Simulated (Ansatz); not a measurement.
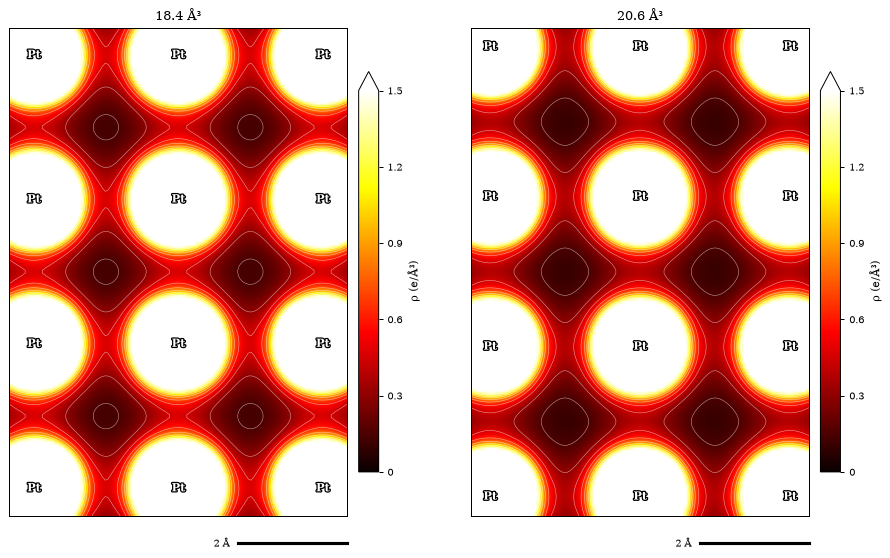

Pt. The valence charge density (pseudo) of cells scaled evenly to different volumes (given per atom above each panel), on the (001) plane of each (indices in the axes of the cell below), at one length scale and on one colour scale.

A generated structure, not necessarily the stable one.

Computed with Ansatz 0.2.0, DFT, revPBE, plane waves (420 eV) with PAW, scalar-relativistic.

The density is the valence pseudo-density of a PAW calculation; it isn't the true density close to the nuclei.

The largest cell:

```
Pt
1.0
     2.73935    0.00000    0.00000
     0.00000    2.73935    0.00000
     0.00000    0.00000    2.73935
Pt
1
Direct
  0.00000 0.00000 0.00000
```

| volume (Å³/atom) | Pt–Pt contact in the plane (Å) | ρ at its midpoint (e/Å³) | 
| --- | --- | --- |
| 18.35 | 2.638 | 0.465 | 
| 19.09 | 2.673 | ? | 
| 20.56 | 2.739 | 0.382 | 

Estimate the missing row, and compare with the calculation.

Over the known rows ln ρ falls by 1.95 per Å of Pt–Pt distance (the line through the two), which gives 0.434 e/Å³ at 2.673 Å; the calculation gives 0.434 e/Å³.
